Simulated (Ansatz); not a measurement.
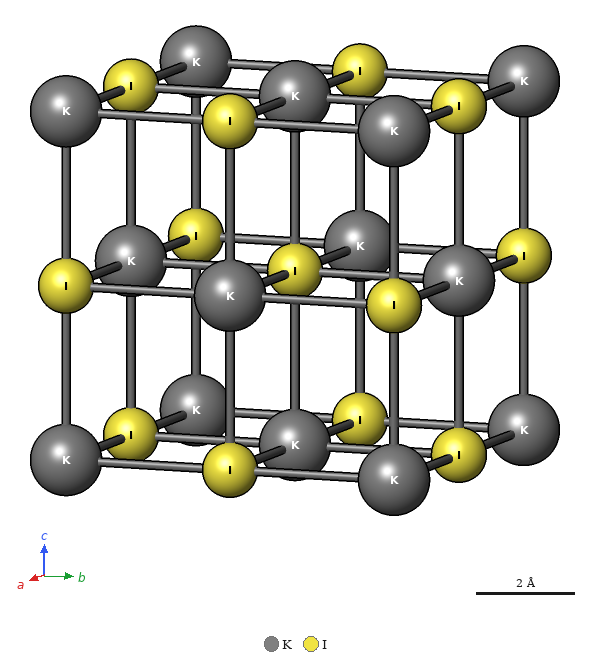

Phonons of a crystal of KI relaxed at −1 GPa, space group Fm-3m (No. 225), at the zone centre. Style: ball-and-stick. Shown: the conventional cell (4 times the calculation's cell), slightly off an axis. Lengths and directions refer to the drawn axes.

All numbers below come from DFT PBEsol, scalar-relativistic, plane waves, PAW (Ansatz 0.2.0). Set-up: plane-wave cutoff 420 eV; k-point mesh 6 × 6 × 6; occupations fixed; target pressure -1 GPa; no spin polarisation.

Frequencies are those without the non-analytic (LO–TO) term.

Question: Which optical modes does it have, at what frequencies, and is it stable there?

Answer: The calculation's cell holds 2 atoms, so there are 3 optical modes, in 1 level. The optical modes span T₁u. No level is unstable.

| level | symmetry | frequency (cm⁻¹) | activity |
| --- | --- | --- | --- |
| 1 | T₁u | 74 | infrared-active |

The displacement patterns (one member of each degenerate set):

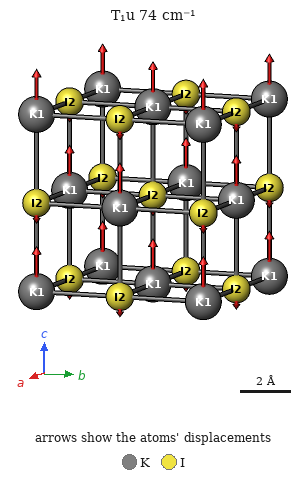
